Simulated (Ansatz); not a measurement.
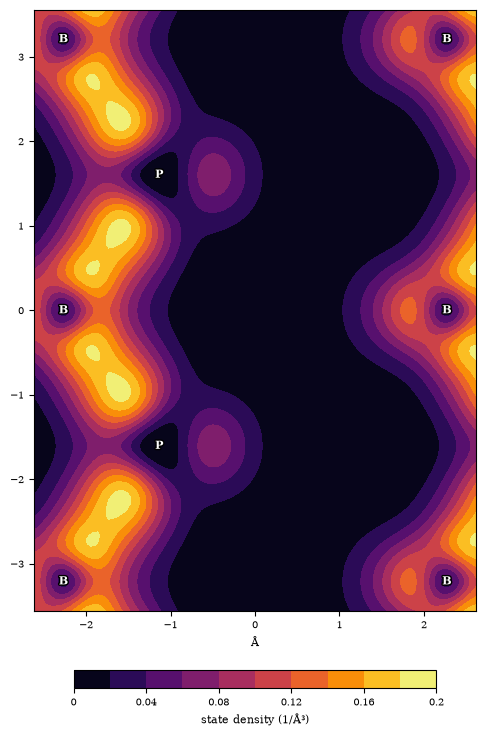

Figure 1: BP. Density of the Kohn–Sham states from −0.6 to 0.0 eV about the valence-band maximum (the top of the valence band), scaled to one electron a cell: a map on the (011) plane of the conventional cell.

Space group F-43m.

Computed with DFT r2SCAN, scalar-relativistic, plane waves, PAW (Ansatz).

Core electrons are frozen (PAW), so the fields are smoothed inside the atomic spheres.

```cif
data_structure
_symmetry_space_group_name_H-M 'P 1'
_symmetry_Int_Tables_number 1
_cell_length_a 4.5380
_cell_length_b 4.5380
_cell_length_c 4.5380
_cell_angle_alpha 90.000
_cell_angle_beta 90.000
_cell_angle_gamma 90.000
_cell_volume 93.45
loop_
_atom_site_label
_atom_site_type_symbol
_atom_site_fract_x
_atom_site_fract_y
_atom_site_fract_z
_atom_site_occupancy
B1 B 0.50000 0.50000 0.00000 1
B2 B 0.00000 0.50000 0.50000 1
B3 B 0.00000 0.00000 0.00000 1
B4 B 0.50000 0.00000 0.50000 1
P1 P 0.25000 0.75000 0.25000 1
P2 P 0.75000 0.75000 0.75000 1
P3 P 0.75000 0.25000 0.25000 1
P4 P 0.25000 0.25000 0.75000 1
```

> What is the character of these states?

Löwdin projections on the PAW files' atomic orbitals give B 2p (55 %) and P 3p (45 %).
- In space (atomic cells sized by Bader volumes) the density divides as P about 65 % and B about 35 %.
- It peaks in the middle of the shortest B–P contact.

Cost of the run: 6.9 s on 1 thread of Arm Neoverse N1 (shared host), peak memory 0.34 GiB.
